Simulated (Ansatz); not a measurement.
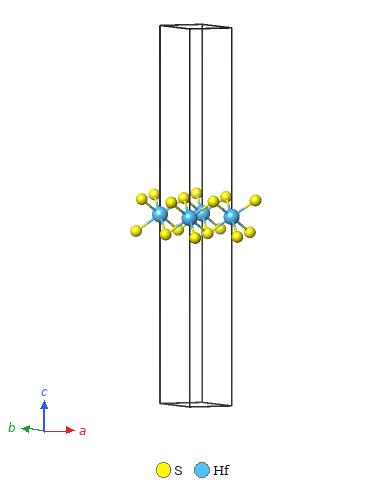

The image is a ball-and-stick drawing of a crystal, viewed from the side at a slight tilt. The simulation cell is drawn as a box. Every bond is drawn to its end, so some atoms lie outside the box.

Input used:
```yaml
crystal:
  lattice:
    - [3.6183309672, 0.0, 0.0]
    - [-1.8091654836, 3.1335665369, 0.0]
    - [0.0, 0.0, 31.8244159702]
  atoms:
    - { symbol: S, position: [0.6666666667, 0.3333333333, 0.4542712592] }
    - { symbol: Hf, position: [0.0, 0.0, 0.5] }
    - { symbol: S, position: [0.3333333333, 0.6666666667, 0.5457287408] }
  periodic: [true, true, false]
basis:
  ecutwfc: 420
kpoints:
  mp_grid: { grid: [9, 9, 1] }
  band_path:
    path:
      - [0, 0, 0]
      - [0.5, 0, 0]
      - [0.3333333333333, 0.3333333333333, 0]
      - [0, 0, 0]
    npoints: 16
hamiltonian:
  xc: pbe
  dispersion: d3bj
scf:
  occupations: { method: gaussian, width: 0.02 }
output:
  forces: true
  stress: true
  eigenvalues: true
  populations: true
  dos: { projected: true, de: 0.02, nscf_kmesh: { grid: [18, 18, 1] } }
  bader: true
  write_density: true
  write_potential: true
  elf: true
  volumetric_format: npy
```
Run as:
```sh
ansatz run input.yaml --threads 1 --pin off --max-ram 3072MiB --backend cpu --events-out ev --progress --plain --runs-dir out
```

Method used: DFT PBE+D3(BJ), scalar-relativistic, plane waves, PAW (Ansatz). It ran with plane waves up to 420 eV, k-point mesh 9×9×1, Gaussian smearing of 0.02 eV, no spin polarisation.

Give the Bader charge of each element.

Hf +2.14 e; S -1.07 e. The transfer is large, as in an ionic solid.

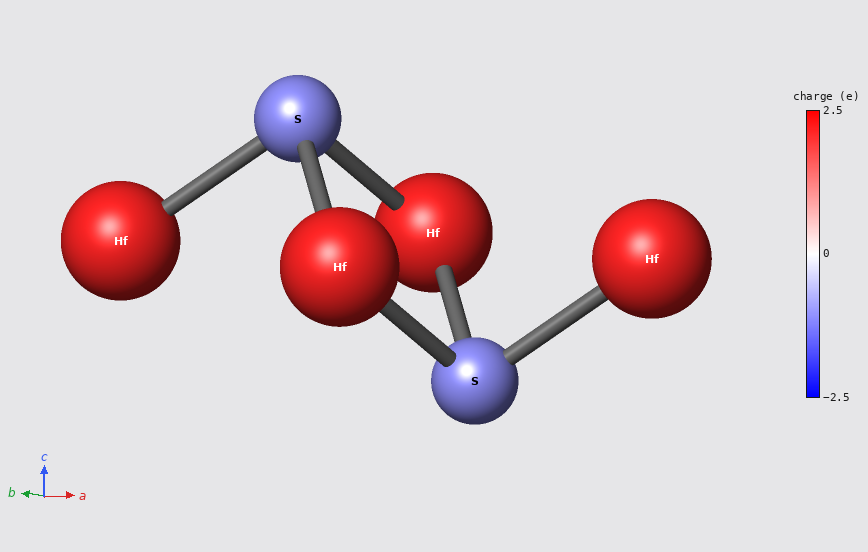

The atoms coloured by those charges.

The structure comes from a structure listed in the Materials Project, from which a slab or single sheet was cut. Earlier steps of the study may have refined or changed the cell and positions. A calculation with Ansatz used it as input.
